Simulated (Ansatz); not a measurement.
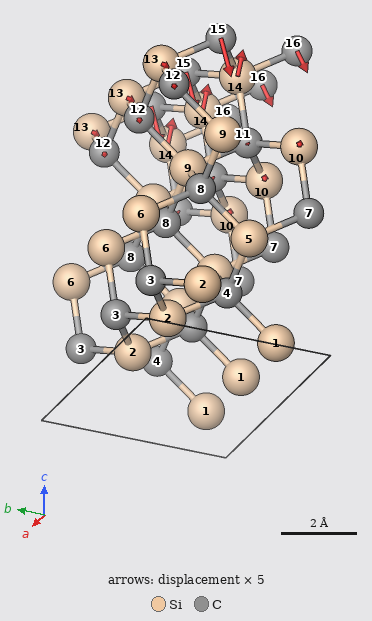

A constrained relaxation of a slab of composition SiC (cut from the P6_3mc phase). The starting structure is drawn; red arrows show the displacements, magnified 5 times.

The picture is a ball-and-stick view of the 3 × 1 repeat of the cell, outlined in the plane, without the vacuum (origin shifted), seen from a free direction.

Case: clean slab, lower half held. The slab is the (1 0 1) face of SiC. 8 atoms are held fixed.

Level of theory: DFT r2SCAN, scalar-relativistic, plane waves, PAW (Ansatz). Set-up: plane-wave cutoff 500 eV; k-point mesh 9 × 5 × 1; occupations gaussian; smearing width 0.05 eV; no spin polarisation; dipole correction; atoms relaxed in a fixed cell; force threshold 0.03 eV/Å; at most 70 steps.

Question: Which element moves most?

Answer: Carbon: up to 0.22 Å, against 0.16 Å for silicon.

Question: Describe the change and its energy.

Answer: C15 moves most: 0.22 Å at 15° to the normal (−c side). Largest moves by element: C 0.22 Å, Si 0.16 Å. The cell stays as it was. Some distances before and after: C11–Si14 1.883 → 2.052 Å, Si14–C16 1.897 → 1.813 Å, Si13–C16 1.883 → 1.803 Å, Si14–C15 1.883 → 1.806 Å. Bond angles that change, for instance: C11–Si14–C15 109.5° → 97.4°, Si13–C16–Si14 109.5° → 119.9°, C15–Si14–C16 109.5° → 118.0°. After 5 accepted moves (6 points after the start) the energy has fallen by 0.606 eV per cell of the calculation. Largest force component: 3.1 eV/Å at the start, 0.024 eV/Å at the end. 1 step only repeated the SCF at the same geometry. Cost: 11 min on 2 threads of Arm Neoverse V2 (shared host), peak memory 1.6 GiB.
